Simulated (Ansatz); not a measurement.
**Ga2As: density, localisation and related maps**

Input file:

```
crystal:
  lattice:
    - [5.7492435438, 0.0, 0.0]
    - [0.0, 5.7492435438, 0.0]
    - [0.0, 0.0, 5.7492435438]
  atoms:
    - { symbol: Ga, position: [0.25, 0.25, 0.25] }
    - { symbol: Ga, position: [0.25, 0.75, 0.75] }
    - { symbol: Ga, position: [0.75, 0.75, 0.25] }
    - { symbol: Ga, position: [0.75, 0.25, 0.75] }
    - { symbol: As, position: [0.0, 0.0, 0.0] }
    - { symbol: As, position: [0.5, 0.5, 0.5] }
basis:
  ecutwfc: 420
kpoints:
  mp_grid: { grid: [8, 8, 8] }
  band_path:
    path:
      - [[0.0, 0.0, 0.0], [0.0, 0.5, 0.0], [0.5, 0.5, 0.0], [0.0, 0.0, 0.0], [0.5, 0.5, 0.5], [0.0, 0.5, 0.0]]
      - [[0.5, 0.5, 0.5], [0.5, 0.5, 0.0]]
    npoints: 14
hamiltonian:
  xc: pbe
scf:
  occupations: { method: gaussian, width: 0.1 }
  n_extra_bands: 15
output:
  forces: true
  stress: true
  eigenvalues: true
  populations: true
  dos: { projected: true, de: 0.02, nscf_kmesh: { grid: [10, 10, 10] } }
  bader: true
  write_density: true
  write_potential: true
  elf: true
  volumetric_format: npy
```

Run with:

```sh
ansatz run input.yaml --threads 1 --pin off --max-ram 2560MiB --backend cpu --events-out ev --progress --plain --runs-dir out
```

Below, planes, directions and counts refer to the conventional cell (a = 5.75 Å, b = 5.75 Å, c = 5.75 Å, α = 90.00°, β = 90.00°, γ = 90.00°).

Space group Pn-3m; a structure generated by program, which may or may not match a known phase.

Method: DFT PBE, scalar-relativistic, plane waves, PAW (Ansatz).

Core electrons are frozen (PAW), and the valence fields are smoothed inside the atomic spheres.

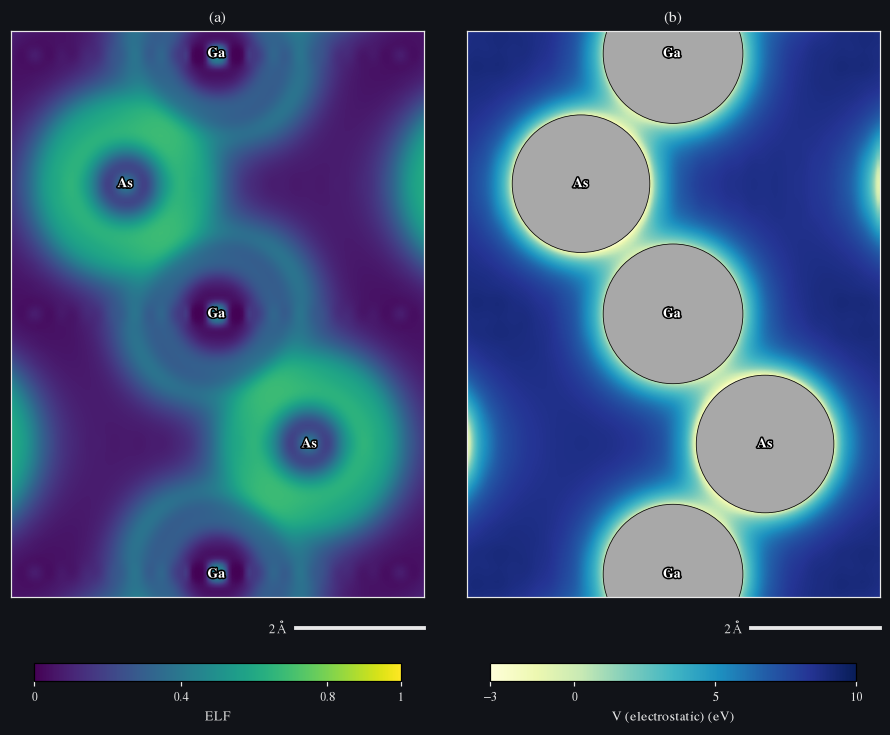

Figure 1. (a) electron localisation function; (b) electrostatic potential energy of an electron on the (110) plane of the conventional cell. Grey discs cover the atomic cores in the potential map.

Question: What does the map show?

Answer: Atoms in the plane: Ga and As. Ga–As (2.49 Å): the ELF is about 0.60 at the midpoint. Outside the cores the potential energy rises away from the atoms and is highest about 2.5 Å from the nearest atoms; its zero is arbitrary.

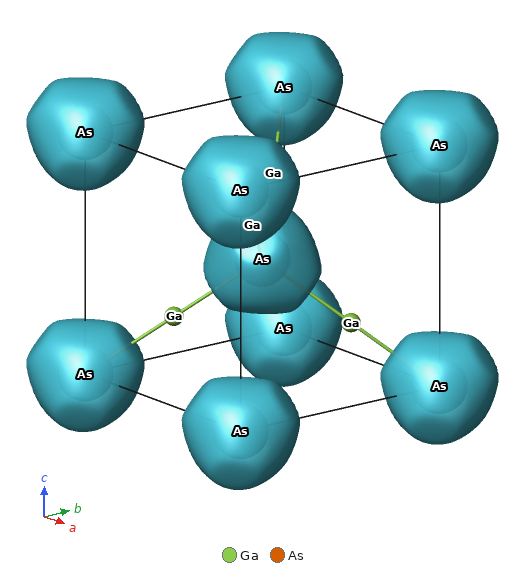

Figure 2. Isosurface of the ELF at 0.55 (cyan), seen at an oblique angle. Core shells and regions of very low density are left out. Sticks mark near contacts.

Question: What do the ELF domains correspond to?

Answer: The ELF exceeds this value in two regions on As in which the atom's valence shell and bonds are merged, counted in one cell of 6 atoms. Any copies at cell faces, edges or corners count once.

Question: Metal or insulator at this level of theory?

Answer: It is gapless in this calculation (a metal or semimetal).

Question: What Bader charges does the calculation give?

Answer: Electrons move from Ga towards As. Bader charges: Ga +0.24 and As −0.47 e.
